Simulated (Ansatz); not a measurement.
Nudged elastic band, with input and output: Mg8O9 (part 1 of 2)

The run: nudged elastic band of Mg8O9 (defect cell, 17 atoms in the cell). Method and program: DFT PBEsol, scalar-relativistic, plane waves, PAW, PAW set soft_1, spin-polarised (Ansatz 0.2.0).

The structure derives from an entry of the Crystallography Open Database. The run did not end well. It belongs to a series of runs on one base structure; here: band between the two ends. Figures and captions count atoms from 1; the log counts them from 0 in places.

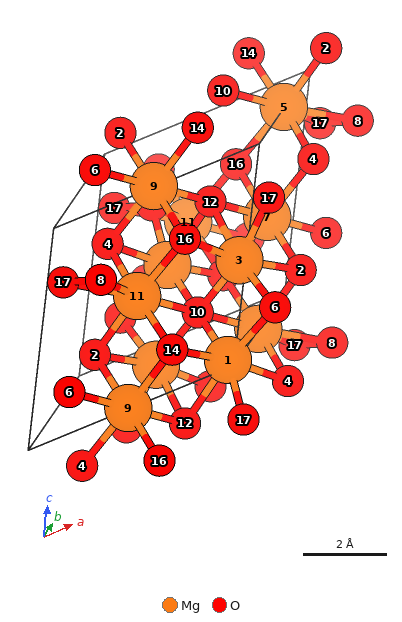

Figure 1. The starting structure (ball-and-stick view of the cell of the calculation, seen slightly off an axis; bonded neighbours outside the cell are drawn too; atoms are numbered from 1 in the order of the input). An atom can appear more than once, as a periodic image.

## What the run reported

- outcome: not converged
- barrier, forward (band not converged): 1.130 eV
- barrier, backward: 1.130 eV
- hardware: 2 threads of Arm Neoverse V2, 24 GiB of memory available, shared host
- wall time: 14 min (CPU time 23 min)
- peak memory: 0.85 GiB

The run did not converge: “NEB band did not converge after 80 iterations: max|band force component| = 1.74e0 eV/Å (threshold 3.0e-2); raise `neb.max_iterations` in a new run, which can start from the last band evaluated (`neb.initial_path`, with `crystal.atoms` and `neb.final_atoms` set to its first and last images), add images, or start from endpoints closer to local minima …” Its last values are not results. The program warns: spin is on but no starting moments are given; the PAW datasets were made with another functional.

## Input
```yaml
crystal:
  lattice:
    - [0.0, 3.89, 3.89]
    - [3.89, 0.0, 3.89]
    - [3.89, 3.89, 0.0]
  atoms:
    - { symbol: Mg, position: [-0.03873576, 0.02497244, 0.03220876] }
    - { symbol: O, position: [0.22874537, 0.25753867, 0.25713741] }
    - { symbol: Mg, position: [-0.03870845, 0.02498598, 0.48167577] }
    - { symbol: O, position: [0.22873361, 0.2573697, 0.75715527] }
    - { symbol: Mg, position: [-0.00947205, 0.51941671, -0.00476683] }
    - { symbol: O, position: [0.22870653, 0.75741697, 0.25702681] }
    - { symbol: Mg, position: [-0.02620079, 0.50252756, 0.51204674] }
    - { symbol: O, position: [0.35038226, 0.63578105, 0.7569893] }
    - { symbol: Mg, position: [0.48363118, 0.01239935, 0.00220763] }
    - { symbol: O, position: [0.72859932, 0.25737683, 0.25714931] }
    - { symbol: Mg, position: [0.466679, -0.00456748, 0.51911768] }
    - { symbol: O, position: [0.72877668, 0.25744676, 0.75698761] }
    - { symbol: Mg, position: [0.49624362, 0.48998864, 0.03219153] }
    - { symbol: O, position: [0.7287559, 0.75743358, 0.25715331] }
    - { symbol: Mg, position: [0.49615916, 0.48993893, 0.48182973] }
    - { symbol: O, position: [0.72860906, 0.75752214, 0.75709462] }
    - { symbol: O, position: [1.10678437, 0.87911636, 0.75707996] }
magnetization:
  spin_polarized: true
basis:
  ecutwfc: 420.0
kpoints:
  mp_grid: { grid: [2, 2, 2] }
hamiltonian:
  xc: pbesol
  pseudopotentials: { kind: paw, azcp: { folder: soft_1 } }
scf:
  occupations: { method: gaussian, width: 0.05 }
  lower_state_search: "off"
neb:
  images: 5
  f_tol: 0.03
  initial_path: idpp
  max_iterations: 80
  optimiser: lbfgs
  final_atoms:
    - { symbol: Mg, position: [-0.02470748, 0.01806172, -0.03246577] }
    - { symbol: O, position: [0.24275694, 0.24278643, 0.24279672] }
    - { symbol: Mg, position: [0.0047038, -0.01916677, 0.48083323] }
    - { symbol: O, position: [0.24285184, 0.24277369, 0.74277369] }
    - { symbol: Mg, position: [-0.0119762, 0.49756178, -0.00243822] }
    - { symbol: O, position: [0.36431426, 0.74276669, 0.24276669] }
    - { symbol: Mg, position: [-0.02470748, 0.46753423, 0.51806172] }
    - { symbol: O, position: [0.24275694, 0.74279672, 0.74278643] }
    - { symbol: Mg, position: [0.51020673, 0.01794923, -0.03237722] }
    - { symbol: O, position: [0.74277949, 0.24282147, 0.24280178] }
    - { symbol: Mg, position: [0.49757168, -0.01200147, 0.48799853] }
    - { symbol: O, position: [0.74255575, 0.24295309, 0.74295309] }
    - { symbol: Mg, position: [0.4807971, 0.50473866, 0.00473866] }
    - { symbol: O, position: [0.74265521, 0.74277967, 0.24277967] }
    - { symbol: Mg, position: [0.51020673, 0.46762278, 0.51794923] }
    - { symbol: O, position: [0.74277949, 0.74280178, 0.74282147] }
    - { symbol: O, position: [1.12090883, 0.74276533, 1.24276533] }
  order_check: true
```

Launch command:
```bash
ansatz run input.yaml --threads 2 --pin off --max-ram 5120MiB --backend cpu --events-out ev --progress --plain --runs-dir out
```

## What the program printed
```
Warning: neb: disabling space-group detection — the band's intermediate images generally break the endpoint symmetry, so no spatial operation reduces the k-mesh or symmetrises the density, except that a semilocal band can use its path's symmetry ahead of convergence; time reversal is kept, so that k and −k are solved as one point where they differ and the mesh holds both, and exact exchange and, on two spinor components, a DFT+U term hold to it where the run has them: on two components no moment then forms, and a state that bears one, which a typed moment (crystal.atoms[].spin; refused beside efield: under a hybrid functional) reaches, can lie lower, under hf by electronvolts; crystal.symmetry.detect: false (a key that needs symmetry detection or time reversal refuses this as the deck is read) with time_reversal: false beside it drops time reversal too
Warning: [file] the record states the generating functional pbe (its physics header spells it `PBE`), which answers neither for hamiltonian.xc's functional nor for the pbesol family's — results may be inconsistent (PPs are generated against a specific XC)
Warning: [file] the record states the generating functional pbe (its physics header spells it `PBE`), which answers neither for hamiltonian.xc's functional nor for the pbesol family's — results may be inconsistent (PPs are generated against a specific XC)
Engine: ansatz 0.2.0, aarch64-unknown-linux-gnu
Pseudopotentials: kind: paw
Pseudopotential: Mg, paw, valence charge 10, recommended cutoff 420 eV (normal), [file]
Pseudopotential: O, paw, valence charge 6, recommended cutoff 420 eV (normal), [file]
Functional definition: PBEsol
  exchange = pbesol_x
  correlation = pbesol_c
parallel-image band execution: 2 concurrent image workers
NEB image 0
Crystal: 17 atoms, lattice volume = 117.728 Å³
Basis set: ecut = 420 eV, 2277 PW (Γ), exchange–correlation on 80×80×80 points (8 copies of the dense FFT grid, shifted against one another)
Bands: 84, of which v1, the nominal top of the filled ones, is band 67 counted from 1 (66 counted from 0)
Symmetry: 1 space group operations
k-points: 8
Non-local potential: Mg, projectors of the file, l = 0: 3, l = 1: 2, l = 2: 1
Non-local potential: O, projectors of the file, l = 0: 2, l = 1: 2, l = 2: 1
PAW form: soft (Blöchl's): semilocal exchange-correlation on the pseudo side does not see the compensation charge
PAW frozen core: Mg, regenerated for the run's functional, and the local potential with it (the file was generated under x = pbe(κ = 0.804, μ = 0.2195149727645171), c = pbe(β = 0.06672455060314922))
PAW frozen core: O, regenerated for the run's functional, and the local potential with it (the file was generated under x = pbe(κ = 0.804, μ = 0.2195149727645171), c = pbe(β = 0.06672455060314922))
PAW one-centre angular grid: Mg, 110 points (default); XC on 64 Gauss nodes
PAW one-centre angular grid: O, 110 points (default); XC on 64 Gauss nodes
Initial density: superposition of atomic densities (chi_scale 0.1, normalization cell, long waves kept (reshape's long-wave potential 0.06 eV rms))
Initial wavefunctions: pseudopotential atomic-orbital guess
Functional: x = pbesol(κ = 0.804, μ = 0.12345679012345678), c = pbesol(β = 0.046)
SCF iter   1: F=—  HF=-20354.712126 eV  |F-HF|=—  |Δ(HF+E_count)|=         —  Δρ=5.39e-2 (↑5.39e-2 ↓5.39e-2)  dr2=9.41e0  dr2_m=0.00e0  M=0.000 μB ∫|m|=0.000 μB  β_m=0.30  ethr=3.10e-3  ⟨swp⟩=6.0  Hψ=2862  notcnv=0  defer=8
preconditioner: auto → Resta (q_TF=auto, 2.788 Å⁻¹)  ε∞=3.4  [insulator: Δε(μ)=4.124 eV  Ē_g=18.656 eV  σ=0.050 eV  W_gap=1.00  n_scr=50 (ndim 8)  ℏωp=28.6 eV  f_vac=0.000  D(μ)=0.00/eV (n_scr^D=0)  ε∞_Penn≈3.4]
spin=Collinear: Resta preconditioning applied to the charge; magnetization (m = ρ↑ − ρ↓) channel mixes plain (no charge-response kernel on spin).
SCF iter   2: F=—  HF=-20353.238300 eV  |F-HF|=—  |Δ(HF+E_count)|=    1.47e0  Δρ=3.61e-2 (↑3.61e-2 ↓3.61e-2)  dr2=4.06e0  dr2_m=0.00e0  M=0.000 μB ∫|m|=0.000 μB  β_m=0.56  ethr=3.10e-3  ⟨swp⟩=3.2  Hψ=1117  notcnv=0  defer=80
SCF iter   3: F=—  HF=-20352.516969 eV  |F-HF|=—  |Δ(HF+E_count)|=   7.21e-1  Δρ=7.42e-3 (↑7.42e-3 ↓7.42e-3)  dr2=2.03e-1  dr2_m=0.00e0  M=0.000 μB ∫|m|=0.000 μB  β_m=0.67  ethr=3.03e-3  ⟨swp⟩=3.0  Hψ=1264  notcnv=0  defer=83
SCF iter   4: F=—  HF=-20352.513185 eV  |F-HF|=—  |Δ(HF+E_count)|=   3.78e-3  Δρ=2.00e-3 (↑2.00e-3 ↓2.00e-3)  dr2=1.30e-2  dr2_m=0.00e0  M=0.000 μB ∫|m|=0.000 μB  β_m=0.73  ethr=1.52e-4  ⟨swp⟩=3.2  Hψ=1148  notcnv=0  defer=77
SCF iter   5: F=—  HF=-20352.512290 eV  |F-HF|=—  |Δ(HF+E_count)|=   8.95e-4  Δρ=5.37e-4 (↑5.37e-4 ↓5.37e-4)  dr2=9.17e-4  dr2_m=0.00e0  M=0.000 μB ∫|m|=0.000 μB  β_m=0.80  ethr=9.68e-6  ⟨swp⟩=2.0  Hψ=898  notcnv=0  defer=77
SCF iter   6: F=—  HF=-20352.512352 eV  |F-HF|=—  |Δ(HF+E_count)|=   6.24e-5  Δρ=1.88e-4 (↑1.88e-4 ↓1.88e-4)  dr2=1.16e-4  dr2_m=0.00e0  M=0.000 μB ∫|m|=0.000 μB  β_m=0.77  ethr=6.85e-7  ⟨swp⟩=2.0  Hψ=995  notcnv=0  defer=77
SCF iter   7: F=—  HF=-20352.512344 eV  |F-HF|=—  |Δ(HF+E_count)|=   8.70e-6  Δρ=5.22e-5 (↑5.22e-5 ↓5.22e-5)  dr2=8.52e-6  dr2_m=0.00e0  M=0.000 μB ∫|m|=0.000 μB  β_m=0.77  ethr=8.64e-8  ⟨swp⟩=2.0  Hψ=857  notcnv=0  defer=77
SCF iter   8: F=—  HF=-20352.512417 eV  |F-HF|=—  |Δ(HF+E_count)|=   7.33e-5  Δρ=1.32e-5 (↑1.32e-5 ↓1.32e-5)  dr2=5.19e-7  dr2_m=0.00e0  M=0.000 μB ∫|m|=0.000 μB  β_m=0.83  ethr=6.36e-9  ⟨swp⟩=2.0  Hψ=891  notcnv=0  defer=77
SCF iter   9: F=-20352.512417 eV  HF=-20352.512417 eV  |F-HF|=2.09e-8  |Δ(HF+E_count)|=   4.43e-8  Δρ=3.44e-6 (↑3.44e-6 ↓3.44e-6)  dr2=4.93e-8  dr2_m=0.00e0  M=0.000 μB ∫|m|=0.000 μB  ethr=7.46e-11  ⟨swp⟩=4.0  Hψ=2218  notcnv=0
SCF 1 converged in 9 iterations: F = -20352.512417 eV  dr2 = 4.93e-8
  greatest PAW one-centre occupation: 1.001 electrons in one spin orbital (limit 2), on the Mg atom at site 2 (counted from 0), in its partial waves of l = 1
NSCF: frozen V_eff on 8 k-points
NEB image 6
SCF iter   1: F=—  HF=-20354.711247 eV  |F-HF|=—  |Δ(HF+E_count)|=         —  Δρ=5.39e-2 (↑5.39e-2 ↓5.39e-2)  dr2=9.41e0  dr2_m=0.00e0  M=0.000 μB ∫|m|=0.000 μB  β_m=0.30  ethr=3.10e-3  ⟨swp⟩=6.0  Hψ=2864  notcnv=0  defer=6
spin=Collinear: Resta preconditioning applied to the charge; magnetization (m = ρ↑ − ρ↓) channel mixes plain (no charge-response kernel on spin).
SCF iter   2: F=—  HF=-20353.237230 eV  |F-HF|=—  |Δ(HF+E_count)|=    1.47e0  Δρ=3.61e-2 (↑3.61e-2 ↓3.61e-2)  dr2=4.06e0  dr2_m=0.00e0  M=0.000 μB ∫|m|=0.000 μB  β_m=0.56  ethr=3.10e-3  ⟨swp⟩=3.4  Hψ=1151  notcnv=0  defer=80
SCF iter   3: F=—  HF=-20352.516397 eV  |F-HF|=—  |Δ(HF+E_count)|=   7.21e-1  Δρ=7.40e-3 (↑7.40e-3 ↓7.40e-3)  dr2=2.02e-1  dr2_m=0.00e0  M=0.000 μB ∫|m|=0.000 μB  β_m=0.67  ethr=3.03e-3  ⟨swp⟩=3.1  Hψ=1292  notcnv=0  defer=83
SCF iter   4: F=—  HF=-20352.513246 eV  |F-HF|=—  |Δ(HF+E_count)|=   3.15e-3  Δρ=2.01e-3 (↑2.01e-3 ↓2.01e-3)  dr2=1.31e-2  dr2_m=0.00e0  M=0.000 μB ∫|m|=0.000 μB  β_m=0.73  ethr=1.51e-4  ⟨swp⟩=2.9  Hψ=1134  notcnv=0  defer=77
SCF iter   5: F=—  HF=-20352.512320 eV  |F-HF|=—  |Δ(HF+E_count)|=   9.26e-4  Δρ=5.38e-4 (↑5.38e-4 ↓5.38e-4)  dr2=9.29e-4  dr2_m=0.00e0  M=0.000 μB ∫|m|=0.000 μB  β_m=0.80  ethr=9.79e-6  ⟨swp⟩=2.0  Hψ=898  notcnv=0  defer=77
SCF iter   6: F=—  HF=-20352.512381 eV  |F-HF|=—  |Δ(HF+E_count)|=   6.11e-5  Δρ=1.94e-4 (↑1.94e-4 ↓1.94e-4)  dr2=1.23e-4  dr2_m=0.00e0  M=0.000 μB ∫|m|=0.000 μB  β_m=0.77  ethr=6.94e-7  ⟨swp⟩=2.0  Hψ=995  notcnv=0  defer=77
SCF iter   7: F=—  HF=-20352.512361 eV  |F-HF|=—  |Δ(HF+E_count)|=   2.01e-5  Δρ=5.23e-5 (↑5.23e-5 ↓5.23e-5)  dr2=8.67e-6  dr2_m=0.00e0  M=0.000 μB ∫|m|=0.000 μB  β_m=0.77  ethr=9.19e-8  ⟨swp⟩=2.0  Hψ=857  notcnv=0  defer=77
SCF iter   8: F=—  HF=-20352.512436 eV  |F-HF|=—  |Δ(HF+E_count)|=   7.48e-5  Δρ=1.35e-5 (↑1.35e-5 ↓1.35e-5)  dr2=5.38e-7  dr2_m=0.00e0  M=0.000 μB ∫|m|=0.000 μB  β_m=0.82  ethr=6.47e-9  ⟨swp⟩=2.0  Hψ=892  notcnv=0  defer=77
SCF iter   9: F=-20352.512436 eV  HF=-20352.512436 eV  |F-HF|=2.01e-8  |Δ(HF+E_count)|=   4.19e-8  Δρ=3.43e-6 (↑3.43e-6 ↓3.43e-6)  dr2=4.94e-8  dr2_m=0.00e0  M=0.000 μB ∫|m|=0.000 μB  ethr=7.46e-11  ⟨swp⟩=4.0  Hψ=2248  notcnv=0
SCF 2 converged in 9 iterations: F = -20352.512436 eV  dr2 = 4.94e-8
  greatest PAW one-centre occupation: 1.001 electrons in one spin orbital (limit 2), on the Mg atom at site 0 (counted from 0), in its partial waves of l = 1
NSCF: frozen V_eff on 8 k-points
NEB end point (image 0): max|allowed force component| = 2.687e-2 eV/Å (the criterion of neb.relax_end_points is 1.000e-2)
NEB end point (image 6): max|allowed force component| = 1.516e-2 eV/Å (the criterion of neb.relax_end_points is 1.000e-2)
NEB image 1
Initial density: superposition of atomic densities (chi_scale 0.1, normalization cell, long waves kept (reshape's long-wave potential 0.07 eV rms))
[...]
preconditioner: auto → Resta (q_TF=auto, 2.788 Å⁻¹)  ε∞=3.4  [insulator: Δε(μ)=3.698 eV  Ē_g=18.551 eV  σ=0.050 eV  W_gap=1.00  n_scr=50 (ndim 8)  ℏωp=28.6 eV  f_vac=0.000  D(μ)=0.00/eV (n_scr^D=0)  ε∞_Penn≈3.4]
spin=Collinear: Resta preconditioning applied to the charge; magnetization (m = ρ↑ − ρ↓) channel mixes plain (no charge-response kernel on spin).
  greatest PAW one-centre occupation: 1.002 electrons in one spin orbital (limit 2), on the Mg atom at site 0 (counted from 0), in its partial waves of l = 1
NEB image 2
preconditioner: auto → Resta (q_TF=auto, 2.788 Å⁻¹)  ε∞=3.4  [insulator: Δε(μ)=3.421 eV  Ē_g=18.362 eV  σ=0.050 eV  W_gap=1.00  n_scr=50 (ndim 8)  ℏωp=28.6 eV  f_vac=0.000  D(μ)=0.00/eV (n_scr^D=0)  ε∞_Penn≈3.4]
spin=Collinear: Resta preconditioning applied to the charge; magnetization (m = ρ↑ − ρ↓) channel mixes plain (no charge-response kernel on spin).
  greatest PAW one-centre occupation: 1.003 electrons in one spin orbital (limit 2), on the Mg atom at site 0 (counted from 0), in its partial waves of l = 1
NEB image 3
preconditioner: auto → Resta (q_TF=auto, 2.788 Å⁻¹)  ε∞=3.5  [insulator: Δε(μ)=2.234 eV  Ē_g=18.138 eV  σ=0.050 eV  W_gap=1.00  n_scr=50 (ndim 8)  ℏωp=28.6 eV  f_vac=0.000  D(μ)=0.00/eV (n_scr^D=0)  ε∞_Penn≈3.5]
spin=Collinear: Resta preconditioning applied to the charge; magnetization (m = ρ↑ − ρ↓) channel mixes plain (no charge-response kernel on spin).
  greatest PAW one-centre occupation: 1.004 electrons in one spin orbital (limit 2), on the Mg atom at site 0 (counted from 0), in its partial waves of l = 1
NEB image 4
preconditioner: auto → Resta (q_TF=auto, 2.788 Å⁻¹)  ε∞=3.5  [insulator: Δε(μ)=2.820 eV  Ē_g=18.183 eV  σ=0.050 eV  W_gap=1.00  n_scr=50 (ndim 8)  ℏωp=28.6 eV  f_vac=0.000  D(μ)=0.00/eV (n_scr^D=0)  ε∞_Penn≈3.5]
spin=Collinear: Resta preconditioning applied to the charge; magnetization (m = ρ↑ − ρ↓) channel mixes plain (no charge-response kernel on spin).
NEB image 5
preconditioner: auto → Resta (q_TF=auto, 2.788 Å⁻¹)  ε∞=3.4  [insulator: Δε(μ)=3.624 eV  Ē_g=18.442 eV  σ=0.050 eV  W_gap=1.00  n_scr=50 (ndim 8)  ℏωp=28.6 eV  f_vac=0.000  D(μ)=0.00/eV (n_scr^D=0)  ε∞_Penn≈3.4]
spin=Collinear: Resta preconditioning applied to the charge; magnetization (m = ρ↑ − ρ↓) channel mixes plain (no charge-response kernel on spin).
NEB iter   1: max|band force component| = 1.818e1 eV/Å  barrier→ = 6.4208 eV  barrier← = 6.4208 eV  Δτ_max = 0.2000 Å  (69 SCF iters)
  M     (μB):  +0.0000  +0.0000  +0.0000  +0.0000  +0.0000  +0.0000  +0.0000
  M_abs (μB):   0.0000   0.0000   0.0000   0.0000   0.0000   0.0000   0.0000
NEB image 1
Initial density: handed on by an earlier stage of this run
Initial wavefunctions: those handed on with the density
preconditioner: auto → Resta (q_TF=auto, 2.788 Å⁻¹)  ε∞=3.3  [insulator: Δε(μ)=5.128 eV  Ē_g=18.726 eV  σ=0.050 eV  W_gap=1.00  n_scr=50 (ndim 8)  ℏωp=28.6 eV  f_vac=0.000  D(μ)=0.00/eV (n_scr^D=0)  ε∞_Penn≈3.3]
spin=Collinear: Resta preconditioning applied to the charge; magnetization (m = ρ↑ − ρ↓) channel mixes plain (no charge-response kernel on spin).
NEB image 2
preconditioner: auto → Resta (q_TF=auto, 2.788 Å⁻¹)  ε∞=3.3  [insulator: Δε(μ)=4.577 eV  Ē_g=18.720 eV  σ=0.050 eV  W_gap=1.00  n_scr=50 (ndim 8)  ℏωp=28.6 eV  f_vac=0.000  D(μ)=0.00/eV (n_scr^D=0)  ε∞_Penn≈3.3]
spin=Collinear: Resta preconditioning applied to the charge; magnetization (m = ρ↑ − ρ↓) channel mixes plain (no charge-response kernel on spin).
NEB image 3
preconditioner: auto → Resta (q_TF=auto, 2.788 Å⁻¹)  ε∞=3.5  [insulator: Δε(μ)=4.089 eV  Ē_g=18.232 eV  σ=0.050 eV  W_gap=1.00  n_scr=50 (ndim 8)  ℏωp=28.6 eV  f_vac=0.000  D(μ)=0.00/eV (n_scr^D=0)  ε∞_Penn≈3.5]
spin=Collinear: Resta preconditioning applied to the charge; magnetization (m = ρ↑ − ρ↓) channel mixes plain (no charge-response kernel on spin).
NEB image 4
preconditioner: auto → Resta (q_TF=auto, 2.788 Å⁻¹)  ε∞=3.5  [insulator: Δε(μ)=3.167 eV  Ē_g=18.200 eV  σ=0.050 eV  W_gap=1.00  n_scr=50 (ndim 8)  ℏωp=28.6 eV  f_vac=0.000  D(μ)=0.00/eV (n_scr^D=0)  ε∞_Penn≈3.5]
spin=Collinear: Resta preconditioning applied to the charge; magnetization (m = ρ↑ − ρ↓) channel mixes plain (no charge-response kernel on spin).
NEB image 5
preconditioner: auto → Resta (q_TF=auto, 2.788 Å⁻¹)  ε∞=3.4  [insulator: Δε(μ)=5.019 eV  Ē_g=18.514 eV  σ=0.050 eV  W_gap=1.00  n_scr=50 (ndim 8)  ℏωp=28.6 eV  f_vac=0.000  D(μ)=0.00/eV (n_scr^D=0)  ε∞_Penn≈3.4]
spin=Collinear: Resta preconditioning applied to the charge; magnetization (m = ρ↑ − ρ↓) channel mixes plain (no charge-response kernel on spin).
NEB iter   2: max|band force component| = 1.170e1 eV/Å  barrier→ = 3.9438 eV  barrier← = 3.9438 eV  Δτ_max = 0.0609 Å  (39 SCF iters)
[... from here on the SCF iterations and repeated set-up lines of each step are left out, up to the last step ...]
NEB image 1
NEB image 2
NEB image 3
NEB image 4
NEB image 5
NEB iter   3: max|band force component| = 4.696e0 eV/Å  barrier→ = 3.3082 eV  barrier← = 3.3082 eV  Δτ_max = 0.0947 Å  (35 SCF iters)
NEB image 1
NEB image 2
NEB image 3
NEB image 4
NEB image 5
NEB iter   4: max|band force component| = 5.355e0 eV/Å  barrier→ = 2.6200 eV  barrier← = 2.6200 eV  Δτ_max = 0.0772 Å  (38 SCF iters)
NEB image 1
NEB image 2
NEB image 3
NEB image 4
NEB image 5
NEB iter   5: max|band force component| = 1.086e1 eV/Å  barrier→ = 2.7452 eV  barrier← = 2.7452 eV  Δτ_max = 0.1622 Å  (35 SCF iters)
NEB image 1
NEB image 2
NEB image 3
NEB image 4
NEB image 5
NEB iter   6: max|band force component| = 1.632e1 eV/Å  barrier→ = 3.9990 eV  barrier← = 3.9991 eV  Δτ_max = 0.0768 Å  (35 SCF iters)
NEB image 1
NEB image 2
NEB image 3
NEB image 4
NEB image 5
NEB iter   7: max|band force component| = 5.003e0 eV/Å  barrier→ = 2.2176 eV  barrier← = 2.2176 eV  Δτ_max = 0.0339 Å  (30 SCF iters)
NEB image 1
NEB image 2
NEB image 3
NEB image 4
NEB image 5
NEB iter   8: max|band force component| = 2.492e0 eV/Å  barrier→ = 2.0139 eV  barrier← = 2.0139 eV  Δτ_max = 0.0649 Å  (30 SCF iters)
NEB image 1
NEB image 2
NEB image 3
NEB image 4
NEB image 5
NEB iter   9: max|band force component| = 5.168e0 eV/Å  barrier→ = 1.8980 eV  barrier← = 1.8980 eV  Δτ_max = 0.0848 Å  (33 SCF iters)
NEB image 1
NEB image 2
NEB image 3
NEB image 4
NEB image 5
NEB iter  10: max|band force component| = 8.114e0 eV/Å  barrier→ = 2.0671 eV  barrier← = 2.0671 eV  Δτ_max = 0.1162 Å  (33 SCF iters)
NEB image 1
NEB image 2
NEB image 3
NEB image 4
NEB image 5
NEB iter  11: max|band force component| = 1.364e1 eV/Å  barrier→ = 2.4278 eV  barrier← = 2.4278 eV  Δτ_max = 0.0631 Å  (33 SCF iters)
NEB image 1
NEB image 2
NEB image 3
NEB image 4
NEB image 5
NEB iter  12: max|band force component| = 1.545e0 eV/Å  barrier→ = 1.5155 eV  barrier← = 1.5155 eV  Δτ_max = 0.0122 Å  (26 SCF iters)
NEB image 1
NEB image 2
NEB image 3
NEB image 4
NEB image 5
NEB iter  13: max|band force component| = 1.462e0 eV/Å  barrier→ = 1.4566 eV  barrier← = 1.4567 eV  Δτ_max = 0.2000 Å  (27 SCF iters)
NEB image 1
NEB image 2
NEB image 3
NEB image 4
NEB image 5
NEB iter  14: max|band force component| = 1.765e0 eV/Å  barrier→ = 0.8511 eV  barrier← = 0.8512 eV  Δτ_max = 0.0273 Å  (38 SCF iters)
NEB image 1
NEB image 2
NEB image 3
NEB image 4
NEB image 5
NEB iter  15: max|band force component| = 1.251e0 eV/Å  barrier→ = 0.7935 eV  barrier← = 0.7935 eV  Δτ_max = 0.0675 Å  (31 SCF iters)
NEB image 1
NEB image 2
NEB image 3
NEB image 4
NEB image 5
NEB iter  16: max|band force component| = 2.285e0 eV/Å  barrier→ = 0.6409 eV  barrier← = 0.6409 eV  Δτ_max = 0.0327 Å  (35 SCF iters)
NEB image 1
NEB image 2
NEB image 3
NEB image 4
NEB image 5
NEB iter  17: max|band force component| = 1.069e0 eV/Å  barrier→ = 0.6478 eV  barrier← = 0.6479 eV  Δτ_max = 0.0393 Å  (31 SCF iters)
NEB image 1
NEB image 2
NEB image 3
NEB image 4
NEB image 5
NEB iter  18: max|band force component| = 1.285e0 eV/Å  barrier→ = 0.6713 eV  barrier← = 0.6714 eV  Δτ_max = 0.0195 Å  (31 SCF iters)
  M     (μB):  +0.0000  +0.0000  +0.0000  +0.0000  +0.0000  +0.0000  +0.0000
  M_abs (μB):   0.0000   0.0000   0.0000   0.0000   0.0000   0.0000   0.0000
NEB image 1
preconditioner: auto → Resta (q_TF=auto, 2.788 Å⁻¹)  ε∞=3.4  [insulator: Δε(μ)=5.024 eV  Ē_g=18.560 eV  σ=0.050 eV  W_gap=1.00  n_scr=50 (ndim 8)  ℏωp=28.6 eV  f_vac=0.000  D(μ)=0.00/eV (n_scr^D=0)  ε∞_Penn≈3.4]
spin=Collinear: Resta preconditioning applied to the charge; magnetization (m = ρ↑ − ρ↓) channel mixes plain (no charge-response kernel on spin).
NEB image 2
preconditioner: auto → Resta (q_TF=auto, 2.788 Å⁻¹)  ε∞=3.4  [insulator: Δε(μ)=5
[...]
SCF 402 converged in 6 iterations: F = -20352.332989 eV  dr2 = 2.55e-8
NEB iter  80: max|band force component| = 1.735e0 eV/Å  barrier→ = 1.1303 eV  barrier← = 1.1303 eV  CI = image 4  Δτ_max = 0.0302 Å  (27 SCF iters)
  M     (μB):  +0.0000  +0.0000  +0.0000  +0.0000  +0.0000  +0.0000  +0.0000
  M_abs (μB):   0.0000   0.0000   0.0000   0.0000   0.0000   0.0000   0.0000
```
